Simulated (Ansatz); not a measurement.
**A series of single points on Sb**

System: Sb (P6₃/mmc, 4 atoms in the cell).
Method: DFT, PBEsol, plane waves (420 eV) with PAW, scalar-relativistic, no spin polarisation (Ansatz 0.2.0).

The 6 runs differ only in the geometry, by an even scaling of the cell at fixed fractional positions.

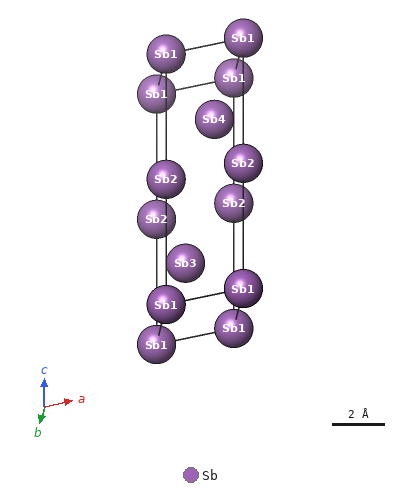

Figure 1. The structure of run 4 (spheres-only view of the cell of the calculation, seen at an oblique angle; atoms are numbered from 1 in the order of the input).

### Input of run 4
```yaml
crystal:
  lattice:
    - [3.2915621278, 0.0, 0.0]
    - [-1.6457810639, 2.8505764208, 0.0]
    - [0.0, 0.0, 11.1394246005]
  atoms:
    - { symbol: Sb, position: [0.0, 1.0, 0.0] }
    - { symbol: Sb, position: [0.0, 1.0, 0.5] }
    - { symbol: Sb, position: [0.3333333333, 0.6666666667, 0.25] }
    - { symbol: Sb, position: [0.6666666667, 0.3333333333, 0.75] }
hamiltonian:
  xc: pbesol
  pseudopotentials:
    kind: paw
    azcp:
      Sb: "pseudopotentials/Sb.paw.azcp"
basis:
  ecutwfc: 420
  fft_grid_basis: typed
kpoints:
  mp_grid: { grid: [12, 12, 4], shift: [0, 0, 0] }
magnetization:
  spin_polarized: false
scf:
  occupations: { method: fermi_dirac, width: 0.1 }
  lower_state_search: "off"
output:
  stress: true
```

Run 5 differs from it as follows:
```diff
-    - [3.2915621278, 0.0, 0.0]
-    - [-1.6457810639, 2.8505764208, 0.0]
-    - [0.0, 0.0, 11.1394246005]
+    - [3.334877123, 0.0, 0.0]
+    - [-1.6674385615, 2.8880883071, 0.0]
+    - [0.0, 0.0, 11.2860127872]
```

### Results, with one run withheld

| run | volume per atom (Å³) | free energy per atom, from the lowest run given (meV) | pressure (GPa) |
| --- | --- | --- | --- |
| 1 | 22.994 | 106.67 | 11.96 |
| 2 | 24.039 | 44.87 | 7.16 |
| 3 | 25.085 | 11.15 | 3.31 |
| 4 | 26.130 | 0.00 | 0.21 |
| 5 | 27.175 | ? | ? |
| 6 | 28.220 | 28.66 | −4.28 |

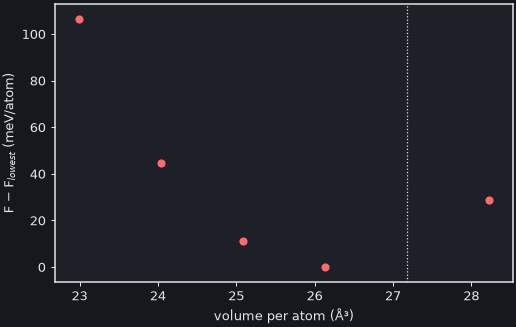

Figure 2. Free energy per atom of the runs given; the dotted line marks run 5.

What should run 5 give?

A cubic polynomial in V^(−2/3) (the Birch–Murnaghan form), fitted to the 5 runs given, misses them by at most 0.01 meV per atom. With x = V^(−2/3) − 0.11637 Å⁻², it reads F = 9.0754 + 6013 x + 9.9565e+05 x² + 1.7597e+06 x³ (meV per atom). At run 5 it gives 7.01 meV per atom, and the run itself gives 7.03. The slope of the fit gives a pressure −dF/dV of −2.28 GPa there, and the run prints −2.28 GPa. The fit has its minimum at 26.212 Å³ per atom, where V d²F/dV² gives 68.4 GPa. Cell shape and fractional positions are held, so this is the stiffness under even scaling; the relaxed bulk modulus wasn't computed.

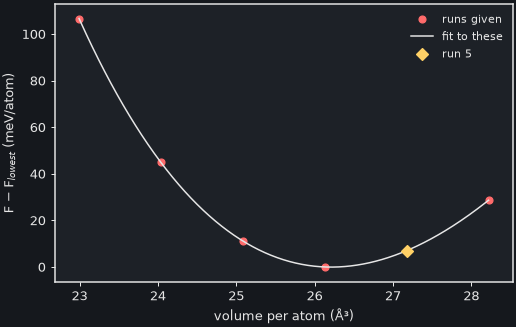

Figure 3. The fit and the withheld run.

### Output, shortened to warnings, some set-up lines, iterations and results (run 5)
```
Warning: [file] the record states the generating functional pbe (its physics header spells it `PBE`), which answers neither for hamiltonian.xc's functional nor for the pbesol family's — results may be inconsistent (PPs are generated against a specific XC)
Basis set: ecut = 420 eV, 2149 PW (Γ)
Symmetry: 24 space group operations
k-points: 57 of 576
Initial density: superposition of atomic densities (neutral atoms: chi_scale 0, normalization atom), corrected by the library's trained network
[...]
SCF iter   1: F=—  HF=-25631.414990 eV  |F-HF|=—  |Δ(HF+E_count)|=         —  Δρ=2.16e-3  dr2=2.84e-3  ethr=1.77e-3  ⟨swp⟩=10.6  Hψ=19514  notcnv=0  defer=15
SCF iter   2: F=—  HF=-25631.411391 eV  |F-HF|=—  |Δ(HF+E_count)|=   3.60e-3  Δρ=1.64e-3  dr2=1.76e-3  ethr=4.74e-6  ⟨swp⟩=2.2  Hψ=4398  notcnv=0  defer=5
SCF iter   3: F=—  HF=-25631.411165 eV  |F-HF|=—  |Δ(HF+E_count)|=   2.26e-4  Δρ=8.75e-4  dr2=4.28e-4  ethr=2.93e-6  ⟨swp⟩=2.0  Hψ=3889  notcnv=0  defer=5
SCF iter   4: F=—  HF=-25631.410848 eV  |F-HF|=—  |Δ(HF+E_count)|=   3.17e-4  Δρ=3.83e-4  dr2=8.51e-5  ethr=7.13e-7  ⟨swp⟩=2.0  Hψ=3566  notcnv=0  defer=5
SCF iter   5: F=—  HF=-25631.410781 eV  |F-HF|=—  |Δ(HF+E_count)|=   6.72e-5  Δρ=8.80e-5  dr2=4.68e-6  ethr=1.42e-7  ⟨swp⟩=2.0  Hψ=3887  notcnv=0  defer=5
SCF iter   6: F=-25631.410778 eV  HF=-25631.410778 eV  |F-HF|=7.45e-8  |Δ(HF+E_count)|=   2.72e-6  Δρ=9.31e-6  dr2=9.90e-8  ethr=1.67e-10  ⟨swp⟩=3.9  Hψ=9929  notcnv=0
SCF 1 converged in 6 iterations: F = -25631.410778 eV  dr2 = 9.90e-8
SCF converged after 6 iterations
Free energy (F): -25631.410778 eV
Harris-Foulkes:  -25631.410778 eV  (|F-HF|=7.45e-8)
Internal energy: -25631.337715 eV  (E = F + TS)
E sigma→0 (E₀):  -25631.374247 eV
Entropy (-TS):   -0.073063 eV (-18.266 meV/atom)
Fermi energy:    11.383337 eV
--- Per-component energies (eV) ---
  E_band       = -590.907680
  E_kinetic    = 827.284816
  E_local      = -5772.993027  (includes V_loc(G=0)·N_el)
  E_nonlocal   = 1453.028323
  E_hartree    = 2628.578475
  E_xc         = -550.264268
  E_vxc        = -386.699965  (∫ρ·V_xc dr)
  E_paw        = -17994.406377  (= ΣΔE_a)
  E_vpaw       = -1968.708245  (= ΣTr[D̂ρ^β])
  E_aug_tail   = -0.000007  (compensation charges beyond the density's cutoff)
  E_ewald      = -6223.893079
  E_core_change = 1.327428  (= ΣΔE_core)
  E_smearing   = -0.073063  (= −TS)
  E_closure    = 0.000000  (closes the sum)
  Σ components = -25631.410778   (vs F -25631.410778, Δ=0.00e0)
--- Stress (GPa, compression-positive) ---
       -2.050615       0.000000       0.000000
       -0.000000      -2.050615       0.000000
        0.000000       0.000000      -2.738220
  P = ⅓ Tr σ = -2.2798 GPa (-22.798 kbar)
```

The program warns: the PAW datasets were made with another functional.
